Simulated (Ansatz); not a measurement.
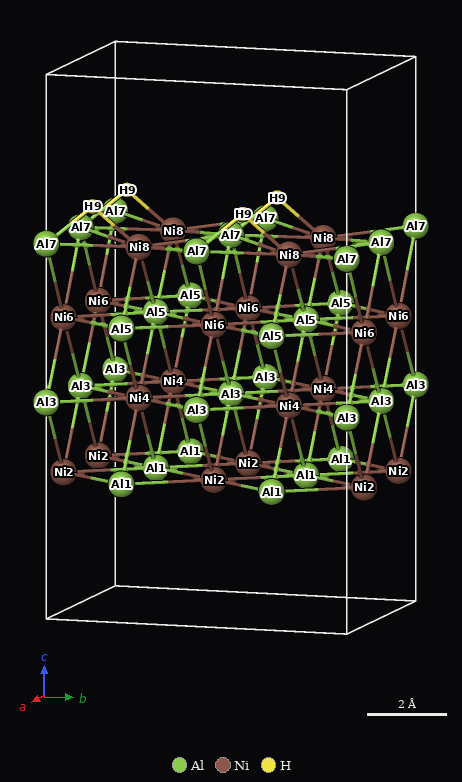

Figure 1. The structure as given in the input (ball-and-stick view of the 2 × 2 repeat of the cell, with the vacuum cut short, seen slightly off an axis; atoms are numbered from 1 in the order of the input).

Geometry relaxation of Al₄Ni₄H (part 1 of 3)

- system: Al₄Ni₄H (slab, 9 atoms in the cell)
- method: DFT LDA, scalar-relativistic, plane waves, PAW, no spin polarisation (Ansatz 0.2.0)

The structure derives from an entry of the Crystallography Open Database. The input holds or restrains some coordinates. Figures and captions count atoms from 1; the log counts them from 0 in places.

### Input
```yaml
crystal:
  lattice:
    - [2.8326165064, 0.0, 0.0]
    - [0.0, 4.0059246804, 0.0]
    - [0.0, 0.0, 25.0088870206]
  atoms:
    - { symbol: Al, position: [0.0, 0.5, 0.3398791794] }
    - { symbol: Ni, position: [0.5, 0.0, 0.3398791794] }
    - { symbol: Al, position: [0.0, 0.0, 0.4199692026] }
    - { symbol: Ni, position: [0.5, 0.5, 0.4199692026] }
    - { symbol: Al, position: [0.0, 0.5, 0.4998041244] }
    - { symbol: Ni, position: [0.5, 0.0, 0.4988759306] }
    - { symbol: Al, position: [0.0, 0.0, 0.582892314] }
    - { symbol: Ni, position: [0.5, 0.5, 0.57494633] }
    - { symbol: H, position: [0.75, 0.25, 0.6188795212] }
basis:
  ecutwfc: 420
kpoints:
  mp_grid: { grid: [10, 7, 1] }
hamiltonian:
  xc: lda
scf:
  occupations: { method: gaussian, width: 0.1 }
output:
  forces: true
  eigenvalues: true
  write_density: true
  write_potential: true
  elf: true
  volumetric_format: npy
relax:
  adjacent_minimum: "off"
  f_tol: 0.03
  max_steps: 70
  constraints: [{ sites: [0, 1, 2, 3] }]
efield:
  axis: 3
  dipole_correction: true
```

Run on 1 thread of Arm Neoverse V2, 24 GiB of memory available, shared host.

Launched with:
```bash
ansatz run input.yaml --threads 1 --pin off --max-ram 2560MiB --backend cpu --events-out ev --progress --plain --runs-dir out
```

### Log
```
Engine: ansatz 0.2.0, aarch64-unknown-linux-gnu
Pseudopotentials: kind: paw
Pseudopotential: Al, paw, valence charge 3, recommended cutoff 420 eV (normal), Al.paw.azcp
Pseudopotential: Ni, paw, valence charge 18, recommended cutoff 420 eV (normal), Ni.paw.azcp
Pseudopotential: H, paw, valence charge 1, recommended cutoff 420 eV (normal), H.paw.azcp
Functional definition: SPW92
  exchange = slater_x
  correlation = pw_c
Crystal: 9 atoms, lattice volume = 283.782 Å³
Basis set: ecut = 420 eV, 5575 PW (Γ)
Bands: 52, of which v1, the nominal top of the filled ones, is band 43 counted from 1 (42 counted from 0)
Symmetry: 1 space group operations
Space group: P1 (ITA 1), of the structure as read, at distance tolerance 6.6e-5 Å
k-points: 36 of 70 (time reversal used)
Non-local potential: Al, projectors of the file, l = 0: 2, l = 1: 2, l = 2: 1
Non-local potential: Ni, projectors of the file, l = 0: 3, l = 1: 2, l = 2: 3, l = 3: 1
Non-local potential: H, projectors of the file, l = 0: 2, l = 1: 1
PAW form: soft (Blöchl's): semilocal exchange-correlation on the pseudo side does not see the compensation charge
PAW frozen core: Al, regenerated for the run's functional, and the local potential with it (the file was generated under x = pbe(κ = 0.804, μ = 0.2195149727645171), c = pbe(β = 0.06672455060314922))
PAW frozen core: Ni, regenerated for the run's functional, and the local potential with it (the file was generated under x = pbe(κ = 0.804, μ = 0.2195149727645171), c = pbe(β = 0.06672455060314922))
PAW one-centre angular grid: Al, 110 points (default); XC on 64 Gauss nodes
PAW one-centre angular grid: Ni, 590 points (default); XC on 64 Gauss nodes
PAW one-centre angular grid: H, 110 points (default); XC on 64 Gauss nodes
Initial density: superposition of atomic densities (neutral atoms: chi_scale 0, normalization atom), corrected by the library's trained network
Initial wavefunctions: pseudopotential atomic-orbital guess
Functional: x = slater, c = lda
SCF iter   1: F=—  HF=-25163.449026 eV  |F-HF|=—  |Δ(HF+E_count)|=         —  Δρ=1.14e-2  dr2=2.02e0  ethr=1.77e-3  p=0.010 e·Å  D=6.62e-3 V/Å  ΔV_dip=-0.17 eV  dr2_dipole=7.57e-1  V_vac-E_F(+/−)=4.85/5.02 eV  ⟨swp⟩=11.4  Hψ=9745  notcnv=0  defer=16
efield: sawtooth ramp at fractional position 0.9294 (placed from the atoms, in the widest stretch of the axis that holds none; the zero of the levels goes with the place), width 0.1000; the density the first Hamiltonian is built on has a dipole p = 0.010 e·Å; the dipole correction subtracts the counter field D = 6.62e-3 V/Å, which shifts the + side's vacuum level by -0.17 eV against the − side's; the planar-averaged density in the ramp window peaks in size at 2.6e-5 e/Å³
preconditioner: auto → LDOS  [metal: Δε(μ)=0.019 eV  Ē_g=6.475 eV  σ=0.100 eV  W_gap=0.10  n_scr=44 (ndim 8)  ℏωp=16.0 eV  f_vac=0.603  D(μ)=4.04/eV (n_scr^D=18)  β→1.0]
SCF iter   2: F=—  HF=-25163.409588 eV  |F-HF|=—  |Δ(HF+E_count)|=   3.94e-2  Δρ=1.22e-2  dr2=2.61e-1  ethr=1.77e-3  p=0.036 e·Å  D=2.29e-2 V/Å  ΔV_dip=-0.57 eV  dr2_dipole=3.32e-3  V_vac-E_F(+/−)=4.57/5.14 eV  ⟨swp⟩=2.8  Hψ=2807  notcnv=0  defer=121
SCF iter   3: F=—  HF=-25163.382258 eV  |F-HF|=—  |Δ(HF+E_count)|=   2.73e-2  Δρ=5.59e-3  dr2=6.02e-2  ethr=3.07e-4  p=0.034 e·Å  D=2.18e-2 V/Å  ΔV_dip=-0.55 eV  dr2_dipole=3.31e-3  V_vac-E_F(+/−)=4.55/5.10 eV  ⟨swp⟩=2.1  Hψ=2813  notcnv=0  defer=121
SCF iter   4: F=—  HF=-25163.377790 eV  |F-HF|=—  |Δ(HF+E_count)|=   4.47e-3  Δρ=2.12e-3  dr2=1.06e-2  ethr=7.08e-5  p=0.035 e·Å  D=2.24e-2 V/Å  ΔV_dip=-0.56 eV  dr2_dipole=1.28e-3  V_vac-E_F(+/−)=4.55/5.11 eV  ⟨swp⟩=1.8  Hψ=2530  notcnv=0  defer=120
SCF iter   5: F=—  HF=-25163.377814 eV  |F-HF|=—  |Δ(HF+E_count)|=   2.33e-5  Δρ=7.56e-4  dr2=1.53e-3  ethr=1.25e-5  p=0.036 e·Å  D=2.31e-2 V/Å  ΔV_dip=-0.58 eV  dr2_dipole=1.64e-4  V_vac-E_F(+/−)=4.56/5.14 eV  ⟨swp⟩=2.1  Hψ=2449  notcnv=0  defer=120
SCF iter   6: F=—  HF=-25163.377859 eV  |F-HF|=—  |Δ(HF+E_count)|=   4.54e-5  Δρ=1.09e-4  dr2=4.25e-5  ethr=1.80e-6  p=0.037 e·Å  D=2.33e-2 V/Å  ΔV_dip=-0.58 eV  dr2_dipole=1.63e-7  V_vac-E_F(+/−)=4.56/5.14 eV  ⟨swp⟩=2.2  Hψ=2651  notcnv=0  defer=120
SCF iter   7: F=—  HF=-25163.377925 eV  |F-HF|=—  |Δ(HF+E_count)|=   6.57e-5  Δρ=1.24e-4  dr2=2.88e-5  ethr=2.65e-8  p=0.037 e·Å  D=2.33e-2 V/Å  ΔV_dip=-0.58 eV  dr2_dipole=3.37e-8  V_vac-E_F(+/−)=4.56/5.15 eV  ⟨swp⟩=26.8  Hψ=23126  notcnv=0
SCF iter   8: F=-25163.377925 eV  HF=-25163.377925 eV  |F-HF|=7.30e-7  |Δ(HF+E_count)|=   6.83e-8  Δρ=2.44e-5  dr2=1.31e-6  ethr=2.65e-8  p=0.037 e·Å  D=2.33e-2 V/Å  ΔV_dip=-0.58 eV  dr2_dipole=1.54e-8  V_vac-E_F(+/−)=4.57/5.15 eV  ⟨swp⟩=16.9  Hψ=19843  notcnv=0
SCF 1 converged in 8 iterations: F = -25163.377925 eV  dr2 = 1.31e-6
  greatest PAW one-centre occupation: 1.002 electrons in one spin orbital (limit 2), on the Ni atom at site 7 (counted from 0), in its partial waves of l = 1
relax step   1: F+E_penalty+E_count = -25163.37792540 eV  Δ(F+E_penalty+E_count) = +0.000e0 eV  max|allowed force component| = 1.820e0 eV/Å  Δτ_max = 0.0000 Å  (8 SCF iters, dr2 threshold 2.25e-5 eV, accepted)
Initial density: handed on by an earlier stage of this run
Initial wavefunctions: those handed on with the density
iter 1 solved again at ethr=5.68e-5 eV; its pass at ethr=3.10e-3 eV (dr2=4.82e-2 eV) is discarded
SCF iter   1: F=—  HF=-25163.624671 eV  |F-HF|=—  |Δ(HF+E_count)|=         —  Δρ=3.95e-3  dr2=4.36e-2  ethr=5.68e-5  p=0.037 e·Å  D=2.33e-2 V/Å  ΔV_dip=-0.58 eV  dr2_dipole=4.21e-3  V_vac-E_F(+/−)=4.56/5.14 eV  ⟨swp⟩=2.0  Hψ=6720  notcnv=0  defer=114
efield: sawtooth ramp at fractional position 0.9294 (handed on by an earlier solve), width 0.1000; the density the first Hamiltonian is built on has a dipole p = 0.037 e·Å; the dipole correction subtracts the counter field D = 2.33e-2 V/Å, which shifts the + side's vacuum level by -0.58 eV against the − side's; the planar-averaged density in the ramp window peaks in size at 5.0e-6 e/Å³
preconditioner: auto → LDOS  [metal: Δε(μ)=0.025 eV  Ē_g=6.475 eV  σ=0.100 eV  W_gap=0.14  n_scr=44 (ndim 8)  ℏωp=16.0 eV  f_vac=0.602  D(μ)=4.18/eV (n_scr^D=18)  β→1.0]
SCF iter   2: F=—  HF=-25163.617445 eV  |F-HF|=—  |Δ(HF+E_count)|=   7.23e-3  Δρ=1.92e-3  dr2=9.79e-3  ethr=5.13e-5  p=0.032 e·Å  D=2.04e-2 V/Å  ΔV_dip=-0.51 eV  dr2_dipole=9.64e-4  V_vac-E_F(+/−)=4.63/5.14 eV  ⟨swp⟩=2.0  Hψ=2895  notcnv=0  defer=114
SCF iter   3: F=—  HF=-25163.617024 eV  |F-HF|=—  |Δ(HF+E_count)|=   4.21e-4  Δρ=2.58e-3  dr2=1.28e-2  ethr=1.15e-5  p=0.034 e·Å  D=2.20e-2 V/Å  ΔV_dip=-0.55 eV  dr2_dipole=2.40e-4  V_vac-E_F(+/−)=4.59/5.14 eV  ⟨swp⟩=2.0  Hψ=3384  notcnv=0  defer=114
SCF iter   4: F=—  HF=-25163.615773 eV  |F-HF|=—  |Δ(HF+E_count)|=   1.25e-3  Δρ=8.09e-4  dr2=1.42e-3  ethr=1.15e-5  p=0.034 e·Å  D=2.18e-2 V/Å  ΔV_dip=-0.55 eV  dr2_dipole=2.50e-5  V_vac-E_F(+/−)=4.60/5.14 eV  ⟨swp⟩=2.3  Hψ=2493  notcnv=0  defer=114
SCF iter   5: F=—  HF=-25163.615600 eV  |F-HF|=—  |Δ(HF+E_count)|=   1.73e-4  Δρ=3.78e-4  dr2=2.94e-4  ethr=1.67e-6  p=0.034 e·Å  D=2.17e-2 V/Å  ΔV_dip=-0.54 eV  dr2_dipole=1.37e-5  V_vac-E_F(+/−)=4.60/5.14 eV  ⟨swp⟩=2.1  Hψ=2617  notcnv=0  defer=114
SCF iter   6: F=-25163.615590 eV  HF=-25163.615585 eV  |F-HF|=5.13e-6  |Δ(HF+E_count)|=   1.45e-5  Δρ=6.28e-5  dr2=1.13e-5  ethr=1.18e-7  p=0.034 e·Å  D=2.17e-2 V/Å  ΔV_dip=-0.54 eV  dr2_dipole=1.29e-6  V_vac-E_F(+/−)=4.60/5.14 eV  ⟨swp⟩=24.4  Hψ=22861  notcnv=0
SCF 2 converged in 6 iterations: F = -25163.615590 eV  dr2 = 1.13e-5
  Residual-converged pass: ⟨swp⟩=1.1  Hψ=2020  notcnv=0  max |occ|·‖R‖ = 7.0e-9 eV (tolerance 1.0e-8 eV)  dr2=1.13e-5  dr2_onsite=1.71e-6  max |Δocc| = 1.4e-11
relax step   2: F+E_penalty+E_count = -25163.61559036 eV  Δ(F+E_penalty+E_count) = -2.377e-1 eV  max|allowed force component| = 9.487e-1 eV/Å  Δτ_max = 0.0939 Å  (6 SCF iters, dr2 threshold 1.00e-4 eV, accepted)
iter 1 solved again at ethr=2.86e-4 eV; its pass at ethr=3.10e-3 eV (dr2=2.43e-1 eV) is discarded
SCF iter   1: F=—  HF=-25163.811404 eV  |F-HF|=—  |Δ(HF+E_count)|=         —  Δρ=9.69e-3  dr2=2.43e-1  ethr=2.86e-4  p=0.034 e·Å  D=2.17e-2 V/Å  ΔV_dip=-0.54 eV  dr2_dipole=2.06e-4  V_vac-E_F(+/−)=4.60/5.14 eV  ⟨swp⟩=1.9  Hψ=8349  notcnv=0  defer=113
efield: sawtooth ramp at fractional position 0.9294 (handed on by an earlier solve), width 0.1000; the density the first Hamiltonian is built on has a dipole p = 0.034 e·Å; the dipole correction subtracts the counter field D = 2.17e-2 V/Å, which shifts the + side's vacuum level by -0.54 eV against the − side's; the planar-averaged density in the ramp window peaks in size at 1.3e-5 e/Å³
preconditioner: auto → LDOS  [metal: Δε(μ)=0.047 eV  Ē_g=6.488 eV  σ=0.100 eV  W_gap=0.26  n_scr=44 (ndim 8)  ℏωp=16.0 eV  f_vac=0.601  D(μ)=3.96/eV (n_scr^D=18)  β→1.0]
SCF iter   2: F=—  HF=-25163.798673 eV  |F-HF|=—  |Δ(HF+E_count)|=   1.27e-2  Δρ=8.90e-3  dr2=2.79e-1  ethr=2.86e-4  p=0.029 e·Å  D=1.84e-2 V/Å  ΔV_dip=-0.46 eV  dr2_dipole=1.46e-2  V_vac-E_F(+/−)=4.66/5.12 eV  ⟨swp⟩=2.7  Hψ=3278  notcnv=0  defer=113
SCF iter   3: F=—  HF=-25163.739722 eV  |F-HF|=—  |Δ(HF+E_count)|=   5.90e-2  Δρ=5.16e-3  dr2=5.55e-2  ethr=2.86e-4  p=0.033 e·Å  D=2.08e-2 V/Å  ΔV_dip=-0.52 eV  dr2_dipole=1.91e-3  V_vac-E_F(+/−)=4.61/5.13 eV  ⟨swp⟩=2.0  Hψ=2953  notcnv=0  defer=113
SCF iter   4: F=—  HF=-25163.734384 eV  |F-HF|=—  |Δ(HF+E_count)|=   5.34e-3  Δρ=6.97e-4  dr2=2.51e-3  ethr=6.53e-5  p=0.032 e·Å  D=2.05e-2 V/Å  ΔV_dip=-0.51 eV  dr2_dipole=4.43e-4  V_vac-E_F(+/−)=4.62/5.13 eV  ⟨swp⟩=2.1  Hψ=2685  notcnv=0  defer=117
SCF iter   5: F=—  HF=-25163.734296 eV  |F-HF|=—  |Δ(HF+E_count)|=   8.85e-5  Δρ=8.93e-4  dr2=1.89e-3  ethr=2.95e-6  p=0.032 e·Å  D=2.07e-2 V/Å  ΔV_dip=-0.52 eV  dr2_dipole=1.43e-4  V_vac-E_F(+/−)=4.61/5.13 eV  ⟨swp⟩=3.2  Hψ=3682  notcnv=0  defer=117
SCF iter   6: F=—  HF=-25163.734157 eV  |F-HF|=—  |Δ(HF+E_count)|=   1.39e-4  Δρ=2.04e-4  dr2=1.22e-4  ethr=2.22e-6  p=0.033 e·Å  D=2.08e-2 V/Å  ΔV_dip=-0.52 eV  dr2_dipole=1.43e-5  V_vac-E_F(+/−)=4.61/5.13 eV  ⟨swp⟩=2.2  Hψ=2169  notcnv=0  defer=117
SCF iter   7: F=-25163.734208 eV  HF=-25163.734193 eV  |F-HF|=1.52e-5  |Δ(HF+E_count)|=   3.63e-5  Δρ=7.44e-5  dr2=9.06e-6  ethr=6.62e-8  p=0.033 e·Å  D=2.08e-2 V/Å  ΔV_dip=-0.52 eV  dr2_dipole=9.44e-8  V_vac-E_F(+/−)=4.61/5.13 eV  ⟨swp⟩=23.5  Hψ=21505  notcnv=0
SCF 3 converged in 7 iterations: F = -25163.734208 eV  dr2 = 9.06e-6
  Residual-converged pass: ⟨swp⟩=1.1  Hψ=2018  notcnv=0  max |occ|·‖R‖ = 7.0e-9 eV (tolerance 1.0e-8 eV)  dr2=9.06e-6  dr2_onsite=1.73e-6  max |Δocc| = 2.1e-11
  greatest PAW one-centre occupation: 1.002 electrons in one spin orbital (limit 2), on the Ni atom at site 3 (counted from 0), in its partial waves of l = 1
relax step   3: F+E_penalty+E_count = -25163.73420849 eV  Δ(F+E_penalty+E_count) = -1.186e-1 eV  max|allowed force component| = 3.199e-1 eV/Å  Δτ_max = 0.2000 Å  (7 SCF iters, dr2 threshold 5.63e-5 eV, accepted)
SCF iter   1: F=—  HF=-25163.817587 eV  |F-HF|=—  |Δ(HF+E_count)|=         —  Δρ=6.23e-3  dr2=1.04e-1  ethr=1.81e-3  p=0.033 e·Å  D=2.08e-2 V/Å  ΔV_dip=-0.52 eV  dr2_dipole=5.42e-5  V_vac-E_F(+/−)=4.62/5.14 eV  ⟨swp⟩=4.4  Hψ=5229  notcnv=0  defer=87
efield: sawtooth ramp at fractional position 0.9294 (handed on by an earlier solve), width 0.1000; the density the first Hamiltonian is built on has a dipole p = 0.033 e·Å; the dipole correction subtracts the counter field D = 2.08e-2 V/Å, which shifts the + side's vacuum level by -0.52 eV against the − side's; the planar-averaged density in the ramp window peaks in size at 1.0e-5 e/Å³
preconditioner: auto → LDOS  [metal: Δε(μ)=0.046 eV  Ē_g=6.461 eV  σ=0.100 eV  W_gap=0.25  n_scr=44 (ndim 8)  ℏωp=16.0 eV  f_vac=0.599  D(μ)=4.00/eV (n_scr^D=18)  β→1.0]
SCF iter   2: F=—  HF=-25163.809969 eV  |F-HF|=—  |Δ(HF+E_count)|=   7.62e-3  Δρ=4.12e-3  dr2=8.81e-2  ethr=1.22e-4  p=0.028 e·Å  D=1.78e-2 V/Å  ΔV_dip=-0.45 eV  dr2_dipole=1.78e-3  V_vac-E_F(+/−)=4.70/5.15 eV  ⟨swp⟩=2.3  Hψ=3903  notcnv=0  defer=118
SCF iter   3: F=—  HF=-25163.787778 eV  |F-HF|=—  |Δ(HF+E_count)|=   2.22e-2  Δρ=2.65e-3  dr2=1.42e-2  ethr=1.04e-4  p=0.030 e·Å  D=1.89e-2 V/Å  ΔV_dip=-0.47 eV  dr2_dipole=1.90e-6  V_vac-E_F(+/−)=4.67/5.14 eV  ⟨swp⟩=2.0  Hψ=2931  notcnv=0  defer=118
SCF iter   4: F=—  HF=-25163.785416 eV  |F-HF|=—  |Δ(HF+E_count)|=   2.36e-3  Δρ=8.79e-4  dr2=1.58e-3  ethr=1.67e-5  p=0.030 e·Å  D=1.90e-2 V/Å  ΔV_dip=-0.47 eV  dr2_dipole=1.73e-5  V_vac-E_F(+/−)=4.66/5.14 eV  ⟨swp⟩=2.7  Hψ=3155  notcnv=0  defer=118
SCF iter   5: F=—  HF=-25163.785264 eV  |F-HF|=—  |Δ(HF+E_count)|=   1.52e-4  Δρ=1.86e-4  dr2=7.58e-5  ethr=1.86e-6  p=0.030 e·Å  D=1.89e-2 V/Å  ΔV_dip=-0.47 eV  dr2_dipole=3.96e-6  V_vac-E_F(+/−)=4.67/5.14 eV  ⟨swp⟩=2.1  Hψ=2541  notcnv=0  defer=118
SCF iter   6: F=—  HF=-25163.785302 eV  |F-HF|=—  |Δ(HF+E_count)|=   3.81e-5  Δρ=7.65e-5  dr2=1.39e-5  ethr=8.92e-8  p=0.030 e·Å  D=1.89e-2 V/Å  ΔV_dip=-0.47 eV  dr2_dipole=9.19e-7  V_vac-E_F(+/−)=4.67/5.14 eV  ⟨swp⟩=2.0  Hψ=2673  notcnv=0  defer=118
SCF iter   7: F=-25163.785314 eV  HF=-25163.785311 eV  |F-HF|=3.22e-6  |Δ(HF+E_count)|=   9.00e-6  Δρ=3.11e-5  dr2=2.26e-6  ethr=1.37e-8  p=0.030 e·Å  D=1.89e-2 V/Å  ΔV_dip=-0.47 eV  dr2_dipole=2.19e-7  V_vac-E_F(+/−)=4.67/5.14 eV  ⟨swp⟩=23.2  Hψ=21176  notcnv=0
SCF 4 converged in 7 iterations: F = -25163.785314 eV  dr2 = 2.26e-6
relax step   4: F+E_penalty+E_count = -25163.78531390 eV  Δ(F+E_penalty+E_count) = -5.111e-2 eV  max|allowed force component| = 7.574e-2 eV/Å  Δτ_max = 0.2000 Å  (7 SCF iters, dr2 threshold 1.16e-5 eV, accepted)
```
